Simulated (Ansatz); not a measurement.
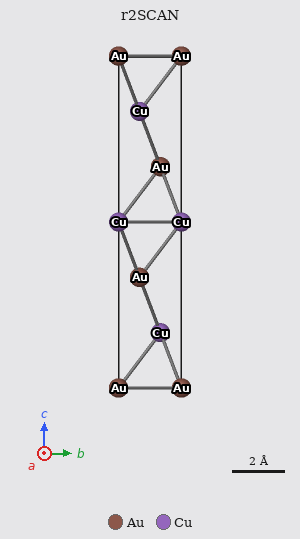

Solid CuAu (set up in R-3m), relaxed (cell and atoms) with several functionals. The picture shows the result with r2SCAN. The picture is a ball-and-stick view of the conventional cell (3 times the calculation's cell), seen along the a axis. Lengths and directions refer to the drawn axes.

Computed with Ansatz 0.2.0: Ansatz PAW. (plane-wave cutoff 420 eV; k-point mesh 11 × 11 × 11; occupations fermi-dirac; smearing width 0.05 eV; no spin polarisation; cell and atoms relaxed; force threshold 0.01 eV/Å)

```tsv
functional	volume (Å³/atom)	a (Å)	c (Å)
LDA	?	?	?
r2SCAN	14.811	2.821	12.896
PBEsol	14.480	2.794	12.853
PBE	15.281	2.843	13.097
```

Q: Estimate the missing row from the others, and compare with the calculation.

A: With LDA the volume is the smallest of the series, below PBEsol (14.480). The calculation gives 14.050 Å³/atom (a = 2.772 Å, c = 12.669 Å). In order of volume: LDA < PBEsol < r2SCAN < PBE; the spread is 8.8 %.
